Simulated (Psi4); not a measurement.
**One shape, several levels: triplet C3H8S**

Wanted: a comparison of 4 runs (U-revPBE/def2-SVP, UBLYP/def2-SVP, UPBE/def2-SVP, USVWN5/def2-SVP) of triplet C3H8S. 

The results are computed with Psi4 1.11.

## 1. The system as given

C3H8S: 12 atoms, total charge 0, spin state triplet. As SMILES of the parent species, `CCCS`. The shape is that of a PBE0-D4/def2-TZVP optimisation. This is one conformer, not always the lowest. That shape belongs to the parent species and isn't relaxed for this state.

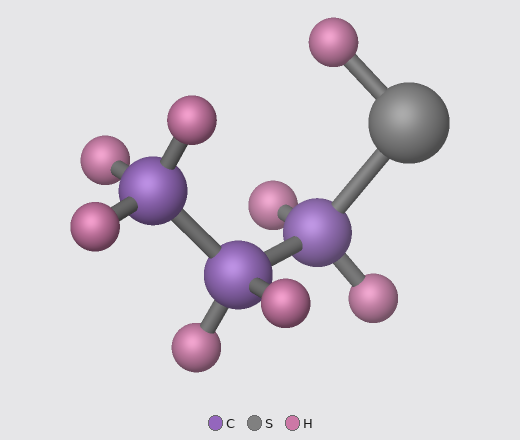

The structure, seen from a chosen angle (carbon purple, sulfur grey, hydrogen pink).

## 2. The energy at U-revPBE/def2-SVP (run 1)

Input file input.in:

```
memory 1600 MB

molecule mol {
  0 3
  C     -1.283300    -0.379200    -0.272800
  C      0.045200    -0.724800     0.373600
  C      1.180600     0.206600    -0.015700
  S      1.010700     1.918500     0.559900
  H     -1.199600    -0.359800    -1.363700
  H     -1.640700     0.599300     0.056300
  H     -2.049500    -1.112000    -0.012100
  H      0.337600    -1.742000     0.086700
  H     -0.058900    -0.723300     1.462800
  H      2.117600    -0.129200     0.434600
  H      1.332400     0.212800    -1.097800
  H      0.025600     2.287900    -0.272500
  symmetry c1
  no_reorient
  no_com
}

set globals {
  basis def2-SVP
  reference uks
  puream true
  e_convergence 1e-09
  d_convergence 1e-08
  scf_type pk
  dft_radial_points 99
  dft_spherical_points 590
  maxiter 200
}

E, wfn = energy('revpbe', return_wfn=True)
oeprop(wfn, 'DIPOLE', 'LOWDIN_CHARGES', 'MAYER_INDICES', title='REVPBE')
```

Launch:

```
psi4 input.in input.out -n 1
```

input.out:

```text
[...]
  Running in c1 symmetry.
[...]
  Nuclear repulsion =  167.166507708797212
[...]
  Multiplicity = 3
[...]
  Nalpha       = 22
  Nbeta        = 20
[...]
    Number of basis functions: 100
[...]
   @UKS iter   1:  -516.20286055815609    3.80595e-01   1.00611e-02 DIIS/ADIIS
[...]
   @UKS iter  16:  -516.80127914403420   -1.13687e-12   9.12416e-09 DIIS
[...]
   @S^2 Observed:                2.003173630E+00
[...]
    Orbital Energies [Eh]
    ---------------------
    Alpha Occupied:
       1A    -88.103136     2A     -9.932896     3A     -9.924254
       4A     -9.897096     5A     -7.731300     6A     -5.757789
       7A     -5.747319     8A     -5.745675     9A     -0.763991
      10A     -0.690672    11A     -0.607437    12A     -0.527318
      13A     -0.438722    14A     -0.419375    15A     -0.380593
      16A     -0.377845    17A     -0.331609    18A     -0.317184
      19A     -0.308437    20A     -0.299524    21A     -0.278363
      22A     -0.019128
    Alpha Virtual:
      23A      0.010486    24A      0.042453    25A      0.070553
[...]
  @UKS Final Energy:  -516.80127914403420
   => Energetics <=
    Nuclear Repulsion Energy =            167.1665077087972122
    One-Electron Energy =               -1039.1164582268702361
    Two-Electron Energy =                 399.9672058962512438
    DFT Exchange-Correlation Energy =     -44.8185345222124099
    Empirical Dispersion Energy =           0.0000000000000000
    VV10 Nonlocal Energy =                  0.0000000000000000
    Total Energy =                       -516.8012791440341971
[...]
 Multipole Moments:
 ------------------------------------------------------------------------------------
     Multipole            Electronic (a.u.)      Nuclear  (a.u.)        Total (a.u.)
 ------------------------------------------------------------------------------------
 L = 1.  Multiply by 2.5417464519 to convert [e a0] to [Debye]
 Dipole X            :        -27.5388738           27.7613996            0.2225258
 Dipole Y            :        -46.5065774           46.0059494           -0.5006279
 Dipole Z            :        -16.4378903           16.5602370            0.1223467
 Magnitude           :                                                    0.5613508
[...]
```

Wall time 61 s (1 thread of Intel Xeon Platinum 8488C (Sapphire Rapids), shared host); peak memory 0.77 GiB.

## 3. Energy and forces at UBLYP/def2-SVP (run 2)

Input file job.py:

```python
import psi4

psi4.set_memory('1600 MB')
psi4.set_num_threads(1)
psi4.set_output_file('psi4.out', False)

geom = psi4.geometry("""
0 3
C
C 1 1.517295
C 2 1.519274 1 113.92492
S 3 1.814052 2 115.29223 1 66.08452
H 1 1.094278 2 111.20911 3 56.51185
H 1 1.092476 5 108.02647 2 122.3277
H 1 1.091798 6 107.43644 5 -115.90516
H 2 1.096588 1 109.46865 7 55.91889
H 2 1.094164 8 106.68341 3 -116.83234
H 3 1.092475 2 110.29894 9 60.16983
H 3 1.092713 10 106.90431 2 -120.98099
H 4 1.341554 3 97.57029 10 167.2336
symmetry c1
no_reorient
no_com
""")

options = {'reference': 'uks', 'puream': True, 'e_convergence': 1e-09, 'd_convergence': 1e-08, 'scf_type': 'pk', 'dft_radial_points': 99, 'dft_spherical_points': 590, 'maxiter': 200}
psi4.set_options(options)

e_tot, wfn = psi4.gradient('blyp/def2-SVP', molecule=geom, return_wfn=True)
psi4.oeprop(wfn, 'QUADRUPOLE', 'WIBERG_LOWDIN_INDICES', 'MAYER_INDICES')
print('gradient / Eh bohr^-1')
print(e_tot.np.round(6))
print(f'energy = {wfn.energy():.10f} Eh')
for k, v in sorted(psi4.core.scalar_variables().items()):
    print(f'{k:45s} {v:18.10f}')
```

Launch:

```
python job.py
```

psi4.out:

```text
[...]
  Running in c1 symmetry.
[...]
  Nuclear repulsion =  167.166500363860990
[...]
  Multiplicity = 3
[...]
  Nalpha       = 22
  Nbeta        = 20
[...]
    Number of basis functions: 100
[...]
   @UKS iter   1:  -516.12625445902938    4.54144e-01   1.08151e-02 DIIS/ADIIS
[...]
   @UKS iter  17:  -516.81918072652559   -1.25056e-12   2.81260e-09 DIIS
[...]
   @S^2 Observed:                2.002370164E+00
[...]
    Orbital Energies [Eh]
    ---------------------
    Alpha Occupied:
       1A    -88.153194     2A     -9.946206     3A     -9.938535
       4A     -9.912311     5A     -7.725624     6A     -5.765369
       7A     -5.755398     8A     -5.753953     9A     -0.754458
      10A     -0.681771    11A     -0.599464    12A     -0.520394
      13A     -0.432732    14A     -0.413361    15A     -0.374651
      16A     -0.372830    17A     -0.326502    18A     -0.312319
      19A     -0.304333    20A     -0.295810    21A     -0.270895
      22A     -0.014946
    Alpha Virtual:
      23A      0.014430    24A      0.040871    25A      0.068744
[...]
  @UKS Final Energy:  -516.81918072652559
   => Energetics <=
    Nuclear Repulsion Energy =            167.1665003638609903
    One-Electron Energy =               -1039.1145117434193708
    Two-Electron Energy =                 399.9673309378933936
    DFT Exchange-Correlation Energy =     -44.8385002848606575
    Empirical Dispersion Energy =           0.0000000000000000
    VV10 Nonlocal Energy =                  0.0000000000000000
    Total Energy =                       -516.8191807265255875
[...]
  -Total Gradient:
     Atom            X                  Y                   Z
    ------   -----------------  -----------------  -----------------
       1        0.001474121143    -0.002504439545     0.002440061813
       2        0.003853298054    -0.005915450587     0.008865117106
       3        0.016306616175    -0.005639673876     0.001151735218
       4       -0.065494168753     0.005819045945    -0.105484597570
       5        0.005660661829     0.005924914391     0.004385468999
       6       -0.007102017055     0.006036191292     0.006094045568
       7        0.000940535771    -0.012853991087     0.003666703736
       8        0.006044803516    -0.004069406292    -0.005340396448
       9       -0.009789792052    -0.005965560508    -0.005996273627
      10       -0.005066043138     0.002247400803    -0.009417748136
      11        0.015017292519     0.010177947433     0.012916233246
      12        0.038156512257     0.006742978388     0.086714538840
[...]
```

Standard output:

```text
gradient / Eh bohr^-1
[[ 0.001474 -0.002504  0.00244 ]
 [ 0.003853 -0.005915  0.008865]
 [ 0.016307 -0.00564   0.001152]
 [-0.065494  0.005819 -0.105485]
 [ 0.005661  0.005925  0.004385]
 [-0.007102  0.006036  0.006094]
 [ 0.000941 -0.012854  0.003667]
 [ 0.006045 -0.004069 -0.00534 ]
 [-0.00979  -0.005966 -0.005996]
 [-0.005066  0.002247 -0.009418]
 [ 0.015017  0.010178  0.012916]
 [ 0.038157  0.006743  0.086715]]
energy = -516.8191807265 Eh
CURRENT ENERGY                                   -516.8191807265
CURRENT REFERENCE ENERGY                         -516.8191807265
DD SOLVATION ENERGY                                 0.0000000000
DFT FUNCTIONAL TOTAL ENERGY                      -516.8191807265
DFT TOTAL ENERGY                                 -516.8191807265
DFT VV10 ENERGY                                     0.0000000000
DFT XC ENERGY                                     -44.8385002849
GRID ELECTRONS ALPHA                               21.9999997901
GRID ELECTRONS BETA                                20.0000015238
GRID ELECTRONS TOTAL                               42.0000013140
NUCLEAR REPULSION ENERGY                          167.1665003639
ONE-ELECTRON ENERGY                             -1039.1145117434
PCM POLARIZATION ENERGY                             0.0000000000
PE ENERGY                                           0.0000000000
SCF ITERATION ENERGY                             -516.8191807265
SCF ITERATIONS                                     17.0000000000
SCF TOTAL ENERGY                                 -516.8191807265
TWO-ELECTRON ENERGY                               399.9673309379
XC GRID RADIAL POINTS                              99.0000000000
XC GRID SPHERICAL POINTS                          590.0000000000
XC GRID TOTAL POINTS                           653148.0000000000
```

Run time: 71 s. Hardware: 1 thread of Intel Xeon Platinum 8488C (Sapphire Rapids), shared host; peak memory 0.77 GiB.

Run 3 isn't shown in full; the table further down has it.

## 4. The energy at USVWN5/def2-SVP (run 4)

Input file c3h8s.in:

```
memory 1600 MB

molecule mol {
  0 3
  C
  C 1 1.517295
  C 2 1.519274 1 113.92492
  S 3 1.814052 2 115.29223 1 66.08452
  H 1 1.094278 2 111.20911 3 56.51185
  H 1 1.092476 5 108.02647 2 122.3277
  H 1 1.091798 6 107.43644 5 -115.90516
  H 2 1.096588 1 109.46865 7 55.91889
  H 2 1.094164 8 106.68341 3 -116.83234
  H 3 1.092475 2 110.29894 9 60.16983
  H 3 1.092713 10 106.90431 2 -120.98099
  H 4 1.341554 3 97.57029 10 167.2336
  units angstrom
  symmetry c1
}

set {
  basis def2-SVP
  reference uks
  puream true
  e_convergence 1e-09
  d_convergence 1e-08
  scf_type pk
  dft_radial_points 99
  dft_spherical_points 590
  maxiter 200
}

energy_value, wavefunction = energy('scf', dft_functional={"name": "SVWN5", "x_functionals": {"LDA_X": {}}, "c_functionals": {"LDA_C_VWN": {}}}, return_wfn=True)
oeprop(wavefunction, 'MULLIKEN_CHARGES', 'LOWDIN_CHARGES', 'DIPOLE')
```

Launch:

```
psi4 c3h8s.in c3h8s.out -n 1
```

c3h8s.out:

```text
[...]
  Running in c1 symmetry.
[...]
  Nuclear repulsion =  167.166500363860990
[...]
  Multiplicity = 3
[...]
  Nalpha       = 22
  Nbeta        = 20
[...]
    Number of basis functions: 100
[...]
   @UKS iter   1:  -513.69006333926973    5.70059e-01   1.09946e-02 DIIS/ADIIS
[...]
   @UKS iter  16:  -514.39683644724380   -5.79803e-12   5.06724e-09 DIIS
[...]
   @S^2 Observed:                2.001312603E+00
[...]
  @UKS Final Energy:  -514.39683644724380
   => Energetics <=
    Nuclear Repulsion Energy =            167.1665003638609903
    One-Electron Energy =               -1038.9801214029043877
    Two-Electron Energy =                 399.7457496512058128
    DFT Exchange-Correlation Energy =     -42.3289650594061939
    Empirical Dispersion Energy =           0.0000000000000000
    VV10 Nonlocal Energy =                  0.0000000000000000
    Total Energy =                       -514.3968364472437997
[...]
 Multipole Moments:
 ------------------------------------------------------------------------------------
     Multipole            Electronic (a.u.)      Nuclear  (a.u.)        Total (a.u.)
 ------------------------------------------------------------------------------------
 L = 1.  Multiply by 2.5417464519 to convert [e a0] to [Debye]
 Dipole X            :          4.2268979           -4.4174553           -0.1905573
 Dipole Y            :         -4.7401729            5.0390176            0.2988447
 Dipole Z            :          3.6327158           -3.2807890            0.3519268
 Magnitude           :                                                    0.4994725
[...]
  Mulliken Charges: (a.u.)
   Center  Symbol    Alpha    Beta     Spin     Total
       1     C     3.03690  3.05719 -0.02028 -0.09409
       2     C     3.06792  3.03382  0.03410 -0.10175
       3     C     3.03953  3.07034 -0.03082 -0.10987
       4     S     8.56166  7.26206  1.29959  0.17628
       5     H     0.49417  0.46590  0.02827  0.03993
       6     H     0.50861  0.46587  0.04274  0.02552
       7     H     0.48435  0.46664  0.01770  0.04901
       8     H     0.46512  0.45807  0.00705  0.07681
       9     H     0.50169  0.46040  0.04129  0.03791
      10     H     0.50374  0.44664  0.05710  0.04962
      11     H     0.57047  0.42062  0.14985  0.00891
[...]
```

Run time: 44 s. Hardware: 1 thread of Intel Xeon Platinum 8488C (Sapphire Rapids), shared host; peak memory 0.65 GiB.

## 5. The series

```csv
run,level,task,energy (Eh),dipole moment (D),HOMO energy (eV),⟨S²⟩,wall time
1,U-revPBE/def2-SVP,energy,-516.801279,1.43,-0.52,2.003,61 s
2,UBLYP/def2-SVP,gradient,-516.819181,1.24,-0.41,2.002,71 s
3,UPBE/def2-SVP,gradient,-516.564612,1.37,-0.57,2.003,74 s
4,USVWN5/def2-SVP,energy,-514.396836,1.27,-0.63,2.001,44 s
```

## 6. Summary of results

| quantity | value |
| --- | --- |
| run 4: total energy | -514.39684 Eh |
| run 4: dipole moment | 1.27 D |
| run 4: HOMO energy (highest over α and β) | -0.63 eV |
| run 4: ⟨S²⟩ | 2.001 |

What this shows: The dipole moment (its size) runs from 1.24 D (UBLYP/def2-SVP) to 1.43 D (U-revPBE/def2-SVP). Totals of different functionals can't be ranked against each other. All runs together took 4.2 min, the longest 74 s.
